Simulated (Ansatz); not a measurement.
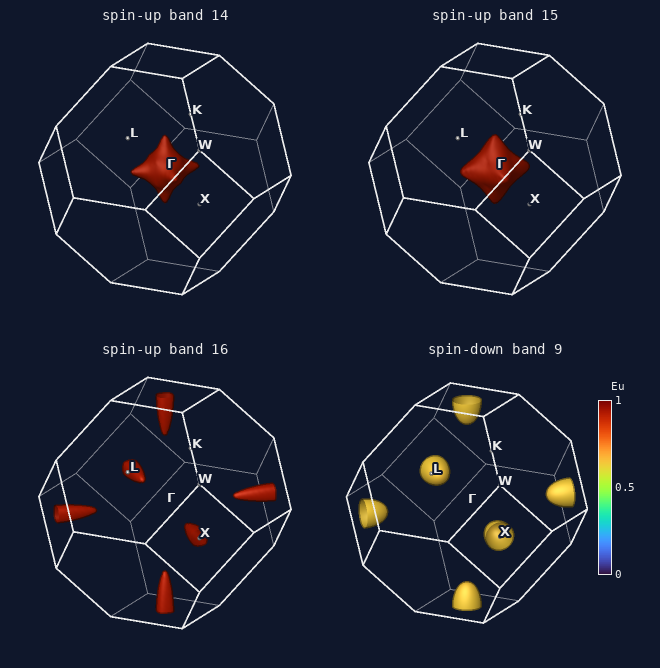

Fermi surface of EuO (Fm-3m), coloured by the weight of the states on Eu (Voronoi cells).

The calculation used Ansatz, DFT PBEsol, scalar-relativistic, plane waves, PAW; levels and slopes on a dense k mesh at the converged density. Collinear spin polarisation. k mesh for the levels: 34×34×34. The geometry was not relaxed (residual pressure −9 GPa).

How much Eu character do the sheets have, and what else?

Answer. Spin-up band 14: Eu (93 %). Spin-up band 15: Eu (93 %). Spin-up band 16: Eu (93 %). Spin-down band 9: Eu (64 %) and O (36 %).

The f electrons are treated as band states by a semilocal functional, which places them too near the Fermi level in most such compounds. No Hubbard term was used, so a compound that is really a magnetic or Mott insulator can come out metallic. The run ends with a net moment of 7.0 μB a cell, the order reached from its starting moments, not necessarily the lowest. Spin-orbit coupling is left out; with Eu it can split, shift or remove sheets. Spin-up band 16 ends within 0.03 eV of the Fermi level, so pockets and density of states there aren't settled.
